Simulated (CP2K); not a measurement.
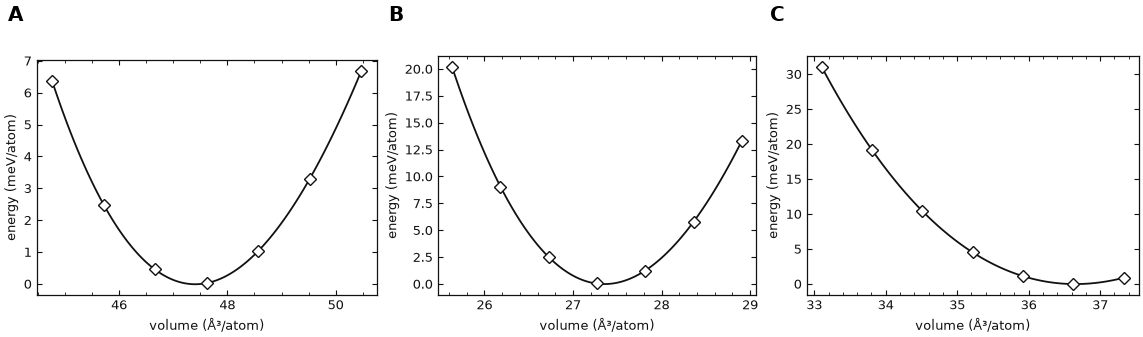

Each panel shows the energy against volume for one of these solids: CsI, Pm-3m (No. 221); CsPbCl₃, Pm-3m (No. 221); SnSe, Fm-3m (No. 225).

Calculation (CP2K 2026.2): DFT in Gaussian orbitals with a plane-wave density, no spin polarisation; energies at scaled volumes of the given cell, shape and fractions fixed, counted from the fit's minimum, third-order Birch-Murnaghan fit. Level: PBEsol.

Q: Which panel belongs to which solid?

A: A is CsI (energy from 0.04 meV/atom to 6.67 meV/atom, V0 47.41 Å³/atom, B0 12.3 GPa); B is SnSe (energy from 0.05 meV/atom to 20.18 meV/atom, V0 27.36 Å³/atom, B0 53.4 GPa); C is CsPbCl₃ (energy from 0.00 meV/atom to 30.99 meV/atom, V0 36.65 Å³/atom, B0 23.9 GPa).

For CsPbCl₃, limits of the calculation: spin-orbit coupling left out, heavy elements.
